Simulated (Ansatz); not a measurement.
Input file:

```
crystal:
  lattice:
    - [4.0191325036, 0.0, 0.0]
    - [0.0, 4.0191325036, 0.0]
    - [0.0, 0.0, 4.0191325036]
  atoms:
    - { symbol: Ti, position: [0.0, 0.0, 0.0] }
    - { symbol: Al, position: [0.5, 0.5, 0.0] }
    - { symbol: Al, position: [0.5, 0.0, 0.5] }
    - { symbol: Al, position: [0.0, 0.5, 0.5] }
basis:
  ecutwfc: 420
kpoints:
  mp_grid: { grid: [10, 10, 10] }
hamiltonian:
  xc: pbe
scf:
  occupations: { method: gaussian, width: 0.1 }
output:
  forces: true
  stress: true
  eigenvalues: true
  write_density: true
  write_potential: true
  elf: true
  volumetric_format: npy
```

Command:

```sh
ansatz run input.yaml --threads 1 --pin off --max-ram 2560MiB --backend cpu --events-out ev --progress --plain --runs-dir out
```

Below, planes, directions and counts refer to the conventional cell (a = 4.02 Å, b = 4.02 Å, c = 4.02 Å, α = 90.00°, β = 90.00°, γ = 90.00°).

Space group Pm-3m; a structure from a database of computed crystals, not necessarily the ambient phase; changed on purpose from its base cell (volume × 1.03); computed pressure about −3 GPa in this cell; computed without spin polarisation.

Theory: Ansatz 0.2.0, DFT PBE, scalar-relativistic, plane waves, PAW.

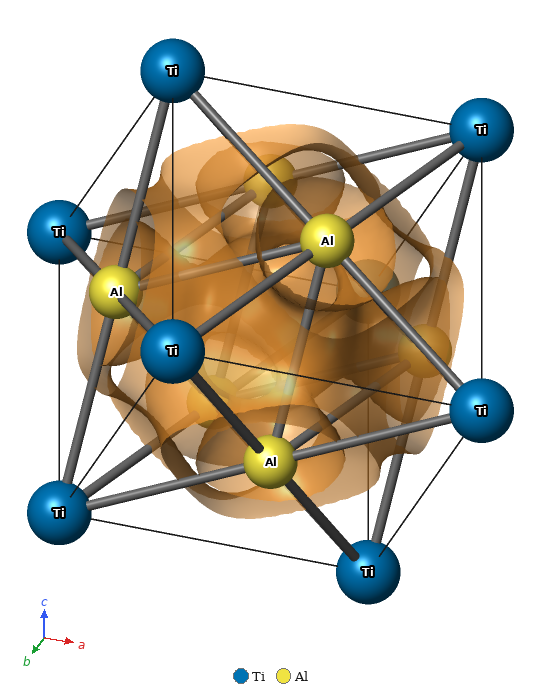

TiAl₃. Isosurface of the ELF at 0.55 (orange), seen at an oblique angle. Only the valence region is drawn (cores and ρ < 0.01 e/Å³ removed). Sticks mark near contacts.

In a PAW calculation such maps are meaningful between the atoms, not at the nuclei.

Where are the electrons localised?

The surface consists of one network that runs through the whole crystal, counted in one cell of 4 atoms. Regions shared between cells count once. Profiles from the grid: Ti–Al (2.84 Å): the ELF is about 0.35 at the midpoint. Al–Al (2.84 Å): the ELF peaks at about 0.65 between the atoms.
